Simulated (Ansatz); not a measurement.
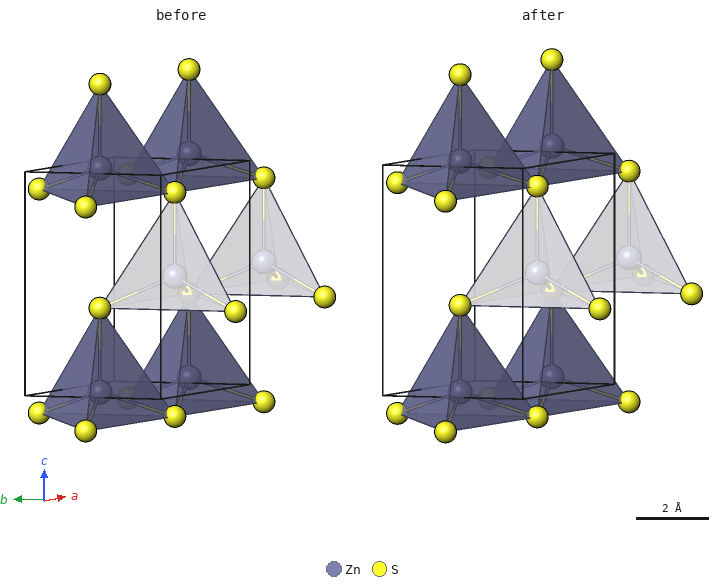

Left: crystalline ZnS (set up in P6_3mc). Right: the same structure after one change, at the same scale. The picture is a polyhedral view of the cell of the calculation, repeated 2 × 1 × 1 with one cell outlined, seen from a free direction.

The calculation used DFT PBE, scalar-relativistic, plane waves, PAW (Ansatz). (plane-wave cutoff 420 eV; k-point mesh 12 × 12 × 4; occupations gaussian; smearing width 0.02 eV; no spin polarisation)

### What was changed?

Equal strain along all axes, +3.0 %, is applied. The cell is then held and the atoms relaxed.

### And its effect?

It costs 31.4 meV per atom. Pressure: 0.0 GPa before, −5.0 GPa after. Cell: a = b 3.844 → 3.959 Å (+3.0 %), c 6.305 → 6.494 Å (+3.0 %). Volume +9.3 %. No atom moves by more than 0.005 Å relative to the cell. Near-neighbour distances before and after: S–Zn 2.357 → 2.426 to 2.435 Å. The space group stays P6_3mc (No. 186).
